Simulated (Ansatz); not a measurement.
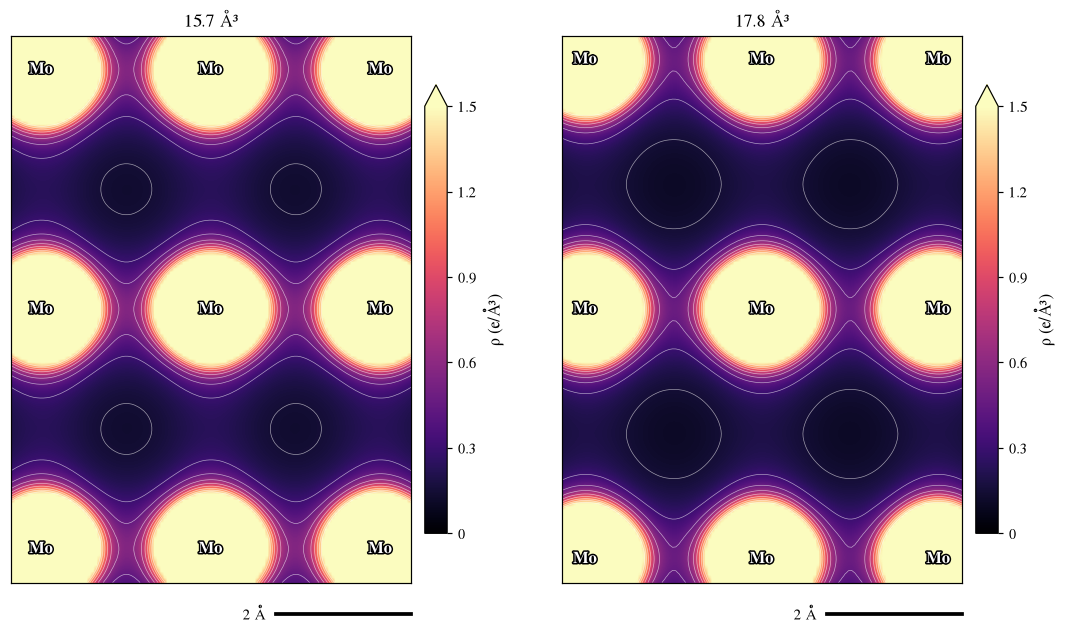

Mo. The valence pseudo-density of cells scaled evenly to different volumes (given per atom above each panel), on the (101) plane of each (indices in the axes of the cell below), at one length scale and on one colour scale.

A generated structure, not necessarily the stable one; computed without spin polarisation.

The calculation used DFT, PBEsol, plane waves (420 eV) with PAW, scalar-relativistic (Ansatz 0.2.0).

The density is the valence pseudo-density of a PAW calculation; it isn't the true density close to the nuclei.

The largest cell:

```
Mo
1.0
     2.60855    0.00000    0.00000
     0.00000    2.60855    0.00000
     0.00000    0.00000    2.60855
Mo
1
Direct
  0.00000 0.00000 0.00000
```

| volume (Å³/atom) | Mo–Mo contact in the plane (Å) | ρ at its midpoint (e/Å³) | 
| --- | --- | --- |
| 15.70 | 2.504 | 0.561 | 
| 17.07 | 2.575 | ? | 
| 17.75 | 2.609 | 0.471 | 

**Estimate the missing row, and compare with the calculation.**

Over the known rows ln ρ falls by 1.67 per Å of Mo–Mo distance (the line through the two), which gives 0.498 e/Å³ at 2.575 Å; the calculation gives 0.506 e/Å³.
